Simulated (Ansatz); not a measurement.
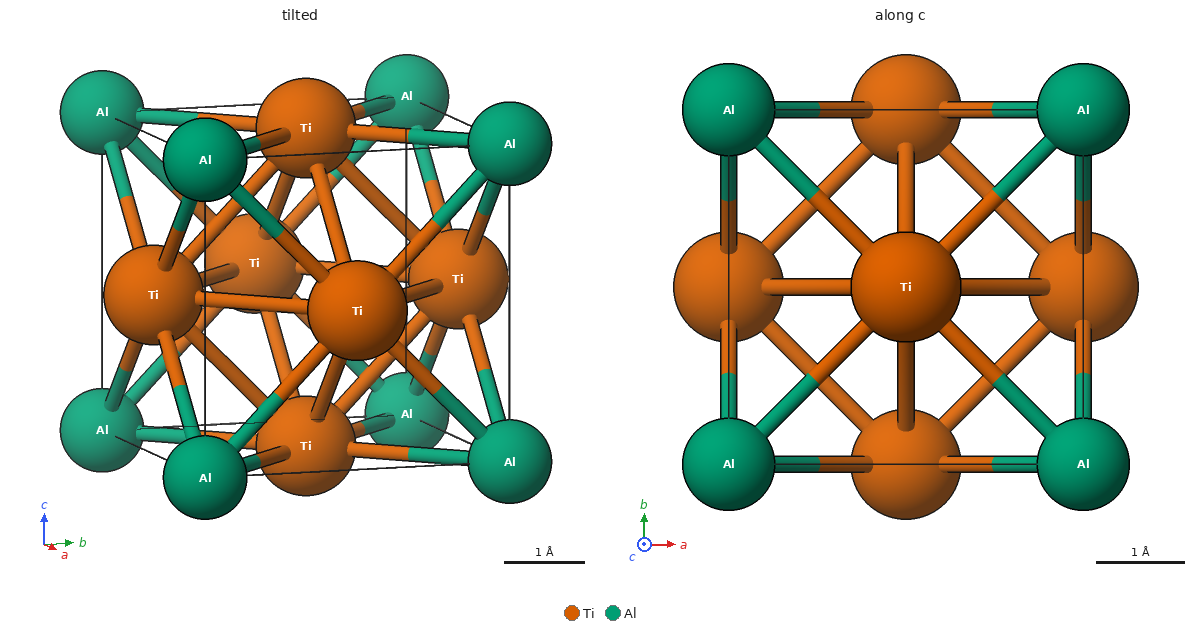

Drawn in the ball-and-stick manner and seen slightly off an axis and along the c axis. The conventional unit cell is drawn as a box.

Ti3Al, Cu₃Au (L1₂) type, space group Pm-3m (No. 221), a = 4.051 Å, b = 4.051 Å, c = 4.051 Å, α = 90.00°, β = 90.00°, γ = 90.00°. Origin of the cell: a random cell made by a generator, so it need not be a real form of the compound. Earlier steps of the study may have refined or changed the cell and positions. It went into a calculation with Ansatz.

This one geometry was computed with Ansatz (DFT, plane waves, PAW) at three levels of theory: r2SCAN, LDA and PBE.

**Which level gives the highest pressure at this volume, and what does that say about its equilibrium volume?**

Highest: PBE (0.0 GPa), which points to the largest equilibrium volume. Lowest, with the smallest volume: LDA (-7.9 GPa). Levels within 0.5 GPa of each other can't be told apart.

**How does the band gap change with the level of theory?**

All levels give a metal.

**Collect the results in a table.**

| level | cutoff (eV) | k-mesh of the run's cell | gap (eV) | pressure (GPa) |
| --- | --- | --- | --- | --- |
| r2SCAN | 500 | 12×12×12 | metal | -0.9 |
| LDA | 420 | 12×12×12 | metal | -7.9 |
| PBE | 420 | 12×12×12 | metal | 0.0 |

Gaps are taken on the k-mesh or band path of each run.
